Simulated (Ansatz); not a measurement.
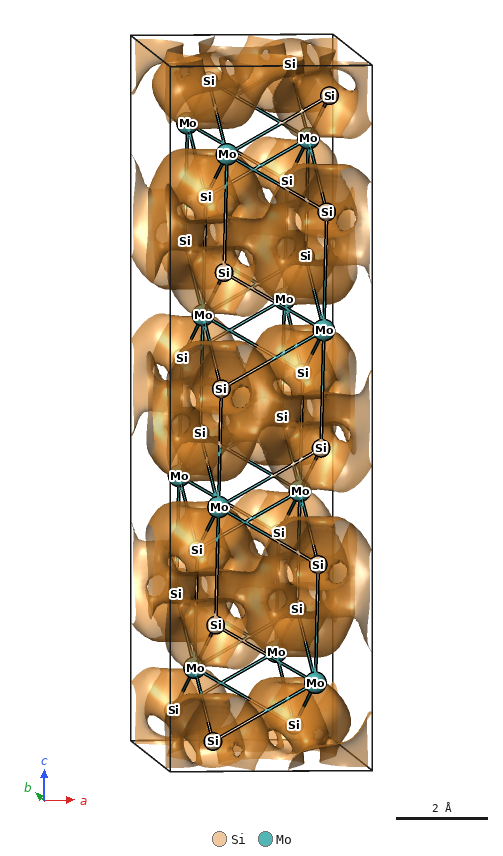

Figure. Si2Mo. Isosurface of the electron localisation function at 0.55 (orange), seen slightly off an axis. Core shells and regions of very low density are left out. Sticks mark near contacts.

Space group C2/m; not relaxed (largest force 1.6 eV/Å); computed without spin polarisation.

Level of theory: DFT PBE, scalar-relativistic, plane waves, PAW (Ansatz).

In a PAW calculation such maps are meaningful between the atoms, not at the nuclei.

Q: Describe the localisation domains.

A: The surface consists of sheets that run through the cell in two directions, counted in one cell of 24 atoms. Regions shared between cells count once. Along the contacts the grid gives the following. Si–Si (2.32 Å): the ELF peaks at about 0.80 between the atoms. Si–Mo (2.62 Å): the ELF peaks at about 0.70 in the valence shell of Si, 0.9 Å from its nucleus, and is about 0.40 at the midpoint.

Q: Does the calculation make it a metal, or give it a gap?

A: It is gapless in this calculation (a metal or semimetal).
